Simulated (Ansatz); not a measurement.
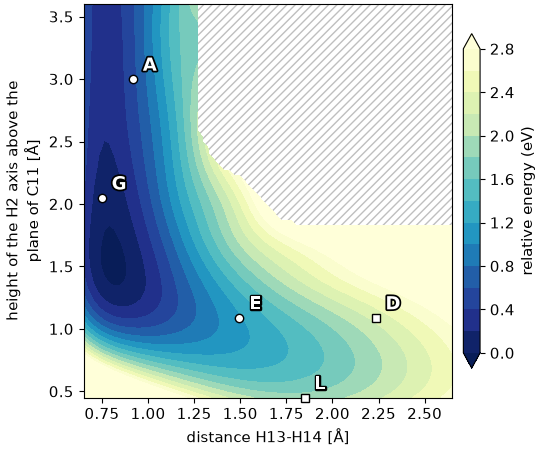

H₂ on a C(101) slab cut from the P6/mmm phase, its upper half relaxed before the scan (12 atoms of substrate and one adsorbate in a 2 × 1 cell). H2 lies flat over one site of a rigid substrate while its bond length and height are varied; it sits over a hollow of the top layer over the deeper atom C9, heights counted from the top plane, its axis along the second surface vector. Coordinates scanned: (1) distance H13-H14; (2) height of the H2 axis above the plane of C11. The scan uses an 8 × 9 grid. At 15 points there is no value (left out: too close to the surface, or the stretched molecule far from it). Points are written as (first, second). All energies are given in eV relative to the lowest grid point. These are results of DFT LDA, scalar-relativistic, plane waves, PAW (Ansatz), not measurements. Settings: cutoff 420 eV, k-mesh 6×3×1, gaussian smearing 0.1 eV, no spin polarisation.

The picture shows filled contours, one colour for all values above the top of the scale, hatched blanks where no value was computed, lettered points. Between grid points the surface is interpolated.

> Is G the lowest point of the computed grid?

No. G lies 0.09 eV above the lowest grid point, which is at (0.750 Å, 1.73 Å).

> Rank the lettered points by energy, lowest first.

G (0.09 eV), A (0.54 eV), E (1.17 eV), L (1.89 eV), D (2.26 eV).

PAW datasets: the set soft_1.
